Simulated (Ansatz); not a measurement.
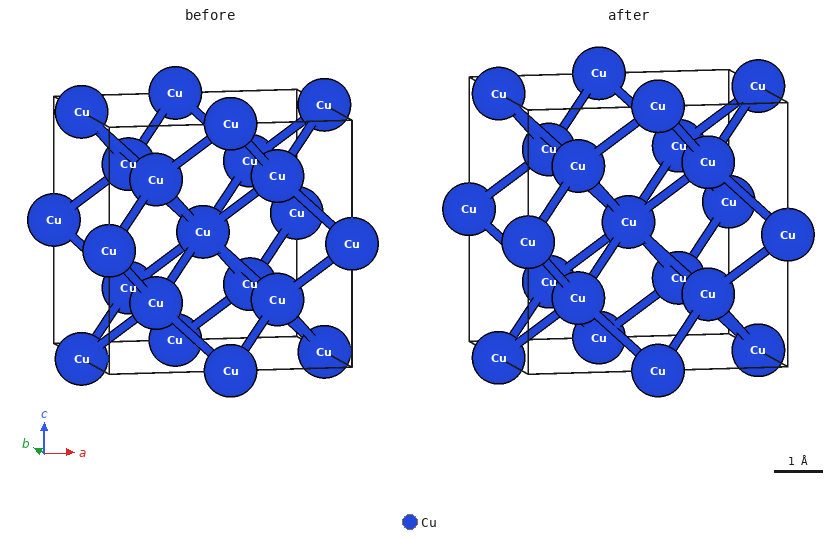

The structure of crystalline Cu (a generated structure, set up in Fm-3m) (coarse preliminary run) before (left) and after (right) a relaxation, at one scale.

Style: ball-and-stick. Shown: the conventional cell (4 times the calculation's cell), slightly off an axis. Lengths and directions refer to the drawn axes.

The calculation used DFT PBE, scalar-relativistic, plane waves, PAW (Ansatz 0.2.0).

Input file:
```yaml
crystal:
  lattice:
    - [0.0, 2.60166032, 2.60166032]
    - [2.60166032, 0.0, 2.60166032]
    - [2.60166032, 2.60166032, 0.0]
  atoms:
    - { symbol: Cu, position: [0.25, 0.25, 0.25] }
    - { symbol: Cu, position: [0.75, 0.75, 0.75] }
    - { symbol: Cu, position: [0.5, 0.5, 0.5] }
basis:
  ecutwfc: 420
kpoints:
  mp_grid: { grid: [6, 6, 6] }
hamiltonian:
  xc: pbe
scf:
  occupations: { method: gaussian, width: 0.1 }
  lower_state_search: "off"
output:
  forces: true
  stress: true
  eigenvalues: true
relax:
  adjacent_minimum: "off"
  f_tol: 0.04
  max_steps: 70
  cell: { stress_tol: 0.4 }
```

Run as
```bash
ansatz run input.yaml --threads 1 --pin off --max-ram 2048MiB --backend cpu --events-out ev --progress --plain --runs-dir out
```

Describe what moved and what it gained.

The atoms keep their places relative to the cell (all moves are under 0.005 Å). The drawn cell changes as follows: a = b = c 5.203 → 5.565 Å (+7.0 %); the volume changes by +22.4 %. Some distances before and after: Cu1–Cu2 2.602 → 2.783 Å, Cu1–Cu3 2.253 → 2.410 Å. The space group stays Fm-3m (No. 225). Over 5 accepted moves (7 points after the start) the energy falls by 223 meV per atom. All forces vanish by symmetry, so only the cell relaxes. The pressure goes from 33.10 to 0.06 GPa. At 2 points the geometry stayed and the basis and grid were re-selected for the new cell (energy shift of 3.4 meV per atom at most each time). Cost: 11 s on 1 thread of Arm Neoverse V2, on a shared host, peak memory 0.3 GiB.
